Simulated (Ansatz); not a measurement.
# Calculations on H6C3O

## 1. Relaxation

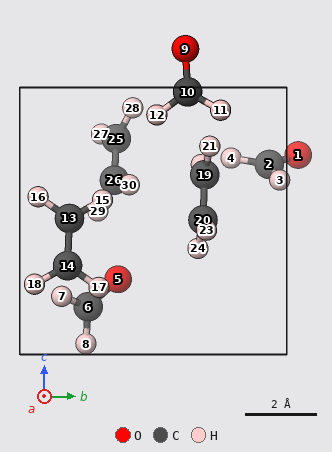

An amorphous cell of composition H$_{6}$C$_{3}$O, before the relaxation. The picture is a ball-and-stick view of the cell of the calculation, seen along the a axis.

The cell holds 3 H2CO + 3 C2H4. The run prepares the start of a later molecular dynamics calculation, from a guessed geometry.

All numbers below come from DFT PBE-D3(BJ), scalar-relativistic, plane waves, PAW (Ansatz 0.2.0).

Input file:
```yaml
accuracy: low
crystal:
  lattice:
    - [7.541987, 0.0, 0.0]
    - [0.0, 7.541987, 0.0]
    - [0.0, 0.0, 7.541987]
  atoms:
    - { symbol: O, position: [-0.0284004, 1.0424905, 0.7471032] }
    - { symbol: C, position: [0.0863701, 0.9341291, 0.7116473] }
    - { symbol: H, position: [0.2149035, 0.9730002, 0.6534546] }
    - { symbol: H, position: [0.0683729, 0.7908946, 0.7356921] }
    - { symbol: O, position: [0.2032787, 0.3678266, 0.2815854] }
    - { symbol: C, position: [0.2581354, 0.2557295, 0.1786458] }
    - { symbol: H, position: [0.3582853, 0.156426, 0.2177224] }
    - { symbol: H, position: [0.2108183, 0.2470717, 0.0404274] }
    - { symbol: O, position: [0.8413575, 0.6199452, 1.1447166] }
    - { symbol: C, position: [0.8540792, 0.6283306, 0.9836593] }
    - { symbol: H, position: [0.8920847, 0.7517695, 0.9148364] }
    - { symbol: H, position: [0.828326, 0.5129676, 0.8973671] }
    - { symbol: C, position: [0.6103966, 0.1856761, 0.5093239] }
    - { symbol: C, position: [0.6188141, 0.1783701, 0.3326715] }
    - { symbol: H, position: [0.5867945, 0.3093632, 0.5788395] }
    - { symbol: H, position: [0.6268078, 0.0682305, 0.5907191] }
    - { symbol: H, position: [0.602403, 0.2958157, 0.2512763] }
    - { symbol: H, position: [0.6424163, 0.054683, 0.2631559] }
    - { symbol: C, position: [0.4599287, 0.6924491, 0.6732123] }
    - { symbol: C, position: [0.5107795, 0.6857523, 0.5038025] }
    - { symbol: H, position: [0.5545682, 0.7113115, 0.7798686] }
    - { symbol: H, position: [0.3218485, 0.6793076, 0.7112795] }
    - { symbol: H, position: [0.6488598, 0.6988938, 0.4657353] }
    - { symbol: H, position: [0.4161401, 0.6668899, 0.3971462] }
    - { symbol: C, position: [0.0819446, 0.3610701, 0.8083176] }
    - { symbol: C, position: [0.1664119, 0.3540211, 0.6529281] }
    - { symbol: H, position: [-0.0495114, 0.3052883, 0.8255125] }
    - { symbol: H, position: [0.1412419, 0.4228739, 0.9238689] }
    - { symbol: H, position: [0.1071147, 0.2922174, 0.5373767] }
    - { symbol: H, position: [0.297868, 0.409803, 0.6357332] }
basis:
  ecutwfc: 420.0
kpoints:
  mp_grid: { grid: [1, 1, 1] }
hamiltonian:
  xc: pbe
  dispersion: d3bj
scf:
  occupations: { method: fermi_dirac, width: 0.02 }
  lower_state_search: "off"
relax:
  f_tol: 0.3
  max_steps: 15
  adjacent_minimum: "off"
```

Command:
```bash
ansatz run input.yaml --threads 1 --pin off --max-ram 3072MiB --backend cpu --events-out ev --progress --plain --runs-dir out
```

> What does the optimiser find from here?

The energy falls by 39.3 meV per atom in 11 accepted moves (12 points after the start). Largest force component: 1.6 eV/Å at the start, 0.17 eV/Å at the end. The line search rejected the trial step at point 8 of the run. The forces were under the threshold at step 10, but the run went on from there. The largest move is that of H3, 1.30 Å roughly along [−1 −1 −2]. Largest moves by element: H 1.30 Å, C 1.04 Å, O 0.84 Å. The cell doesn't change. Among the contacts that change: C10–H11 1.104 → 1.117 Å, C2–H3 1.104 → 1.114 Å, O1–C2 1.220 → 1.212 Å, C13–H15 1.085 → 1.091 Å.

Step by step:

```
step  E − E(0), meV/atom  largest force component, eV/Å      note
   0                0.00                         1.5605          
   1               -9.54                         2.3791          
   2              -11.61                         2.3369          
   3              -21.37                         1.6175          
   4              -27.73                         0.9424          
   5              -32.10                         0.6356          
   6              -33.95                         0.3964          
   7              -35.07                         0.7506          
   8              -34.95                         0.9051  rejected
   9              -36.30                         0.4246          
  10              -37.24                         0.1626          
  11              -37.86                         0.6865          
  12              -39.28                         0.1703
```

Final geometry:

```
CELL_PARAMETERS angstrom
7.54199 0.00000 0.00000
0.00000 7.54199 0.00000
0.00000 0.00000 7.54199
ATOMIC_POSITIONS crystal
O 0.96346 0.93255 0.72839
C 0.03976 0.84830 0.61470
H 0.12976 0.91249 0.51675
H 0.02567 0.70144 0.60102
O 0.22786 0.42761 0.23347
C 0.25335 0.27066 0.20907
H 0.29086 0.17832 0.31840
H 0.24390 0.21218 0.07332
O 0.77639 0.65641 0.19321
C 0.79081 0.64126 0.03374
H 0.85541 0.74437 0.94935
H 0.73719 0.52307 0.96194
C 0.68349 0.20478 0.48858
C 0.69933 0.19061 0.31298
H 0.68404 0.33409 0.55354
H 0.67064 0.08849 0.57346
H 0.71321 0.30848 0.23020
H 0.70048 0.06162 0.24736
C 0.47231 0.73205 0.70710
C 0.49744 0.70211 0.53466
H 0.56255 0.81581 0.78308
H 0.36087 0.67443 0.77926
H 0.61104 0.75683 0.46376
H 0.40676 0.62024 0.45686
C 0.08842 0.36267 0.81143
C 0.15832 0.34178 0.65031
H 0.96256 0.30049 0.84661
H 0.15228 0.44349 0.91338
H 0.08979 0.26492 0.54871
H 0.28449 0.40106 0.61299
```

The end point in the same view:

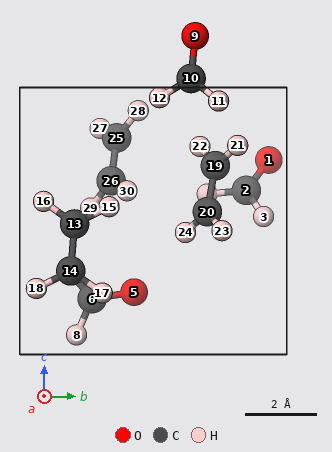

Limits of the set-up: the program's low-accuracy preset was used; the periodic images lie only 7.5 Å apart, so the values are limited by the cell's size.

## 2. Dynamics

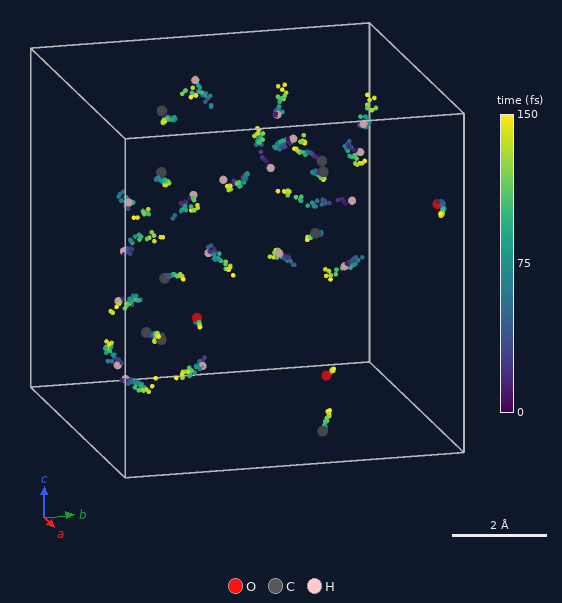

A Born-Oppenheimer molecular dynamics run of a periodic cell with 3 H2CO + 3 C2H4 at 0.674 g/cm³, 150 fs long. Dots mark each atom's position at evenly spaced times, coloured by time; spheres stand at the starting positions. Seen slightly off an axis in the simulation cell.

All numbers below come from DFT PBE-D3(BJ), scalar-relativistic, plane waves, PAW in Ansatz 0.2.0. Set-up: plane-wave cutoff 420 eV; k-point mesh 1 × 1 × 1; Fermi-Dirac smearing 0.02 eV; low-accuracy preset; Langevin thermostat (NVT); set temperature 300 K; time step 0.5 fs; friction 0.02 per fs.

> What do the traces tell about the motion?

Root-mean-square distances from the starting positions over the second half, with the common drift of all atoms taken out: H 0.69 Å, C 0.39 Å, O 0.26 Å. The heavy atoms stay within a fraction of a molecule's size of their starting places, while the hydrogen atoms travel further, as molecules turn; so short a run doesn't tell a liquid from a solid. The mean temperature in the second half is 318 K (standard deviation 33 K). The potential energy is still drifting at the end, so the run hasn't reached equilibrium. The potential energy in the second half lies on average 35.1 meV per atom above the first frame.

Limits of the set-up: the program's low-accuracy preset was used; the periodic images lie only 7.5 Å apart, so the values are limited by the cell's size.

Cost: 5.2 min on 1 thread of Intel(R) Xeon(R) 6975P-C (Granite Rapids), with other jobs on the host, peak memory 0.51 GiB.

## 3. Energy conservation

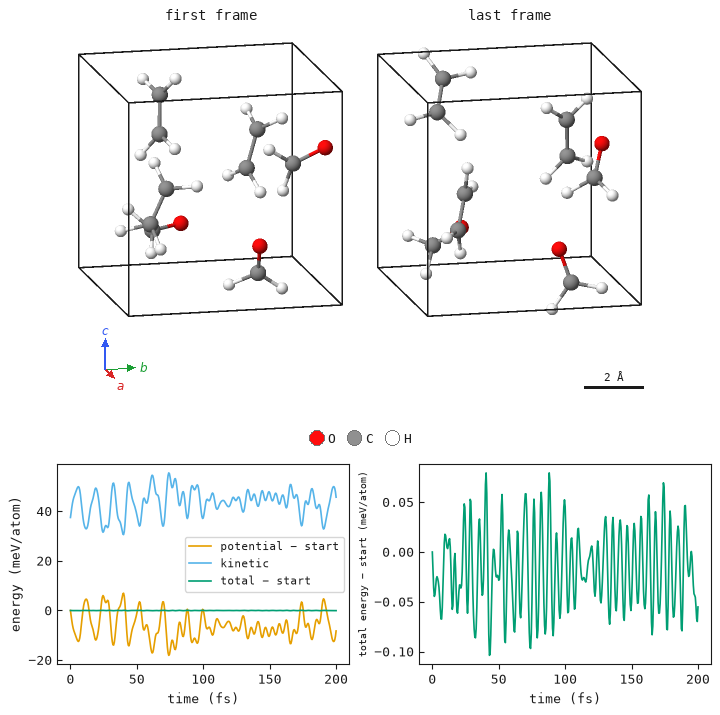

First-principles dynamics of a periodic cell with 3 H2CO + 3 C2H4 at 0.674 g/cm³, 200 fs long. It starts from the last geometry of an earlier run, with fresh velocities. A ball-and-stick model of the simulation cell, seen slightly off an axis.

These are results of Ansatz 0.2.0, DFT PBE-D3(BJ), scalar-relativistic, plane waves, PAW, not measurements. Run with plane-wave cutoff 420 eV; k-point mesh 1 × 1 × 1; Fermi-Dirac smearing 0.02 eV; low-accuracy preset; constant energy (NVE); velocities drawn for 300 K; time step 0.5 fs.

Q: Check the integration.

A: The total energy stays between −0.1 and 0.079 meV per atom of its start. A straight-line fit has a slope that amounts to +0.0055 meV per atom over 200 fs (under 0.1 % of the mean kinetic energy), and the ripple about it is 0.8 % of the kinetic energy's fluctuation. With a drift under 2 % and a ripple under 7 %, the integration is accurate. The mean temperature in the second half is 352 K (standard deviation 28 K). The potential energy in the second half lies on average 6.5 meV per atom below the first frame.

Limits of the set-up: the program's low-accuracy preset was used; the periodic images lie only 7.5 Å apart, so the values are limited by the cell's size.

The run took 6.1 min on 1 thread of Intel(R) Xeon(R) 6975P-C (Granite Rapids), on a shared host, peak memory 0.5 GiB.
